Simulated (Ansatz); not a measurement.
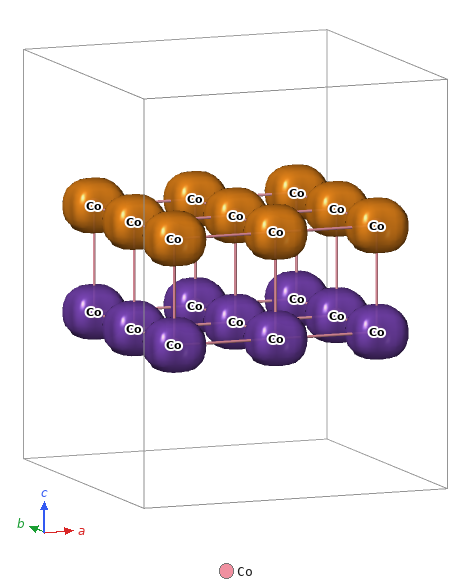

Co. Isosurfaces of the spin density at +0.3 (orange) and −0.3 e/Å³ (purple), seen slightly off an axis. Sticks mark near contacts.

A structure generated by program, which may or may not match a known phase; the SCF solution may not be the lowest one; the program warned that another magnetic order may lie lower; spin-polarised.

Level of theory: DFT PBE, scalar-relativistic, plane waves, PAW (Ansatz 0.2.0).

```
CELL_PARAMETERS angstrom
2.26923 0.00000 0.00000
0.00000 2.26923 0.00000
0.00000 0.00000 29.49790
ATOMIC_POSITIONS crystal
Co 0.50000 0.50000 0.32629
Co 0.50000 0.50000 0.25002
```

Where is the spin, and how is it ordered?

The spin density sits on Co: +1.4 μB and −1.4 μB in one cell of 2 atoms: antiferromagnetic in this solution, which needn't be the ground state, with some nearest magnetic neighbours parallel and some opposed. The cell of the calculation (2 atoms) carries 0.0 μB of net spin moment.
